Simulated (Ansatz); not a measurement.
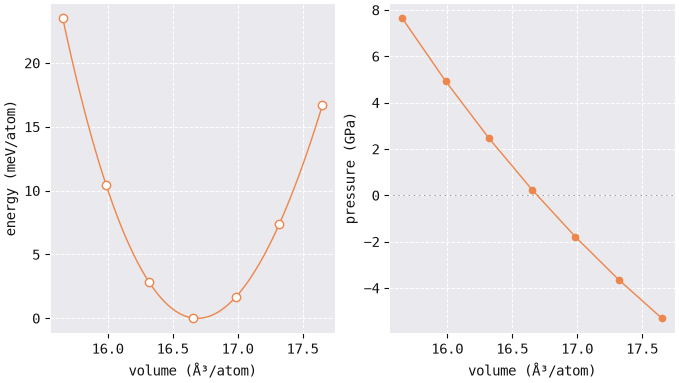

Computed with Ansatz 0.2.0: all-electron LAPW DFT, no spin polarisation; energies at scaled volumes of the given cell, shape and fractions fixed, counted from the fit's minimum, third-order Birch-Murnaghan fit. Level: PBE.

- k mesh: 11×11×6
- occupations: Fermi–Dirac
- smearing width: 0.05 eV
- potentials: all electron LAPW, scalar relativistic
- program settings: basis error eV/atom 0.0005

Cell as given: a = 2.867 Å, b = 2.867 Å, c = 4.678 Å, α = 90.00°, β = 90.00°, γ = 120.00°; 2 atoms.

Caption: Energy and pressure against volume for TiAl, space group P-6m2 (No. 187).

A third-order Birch–Murnaghan fit gives V0 = 16.69 Å³/atom, B0 = 106 GPa and B′ = 3.8. The energy is 23.49 meV/atom at volume 15.65 Å³/atom and 16.68 meV/atom at 17.65 Å³/atom; the lowest computed point is at volume 16.65 Å³/atom (0.03 meV/atom), and no other minimum shows. The pressure falls from 7.64 GPa at volume 15.65 Å³/atom to −5.31 GPa at 17.65 Å³/atom, and changes sign near 16.69 Å³/atom.

Limits of the calculation: shape and atomic fractions are frozen while scaling, which makes layered, chain and framework solids too stiff.
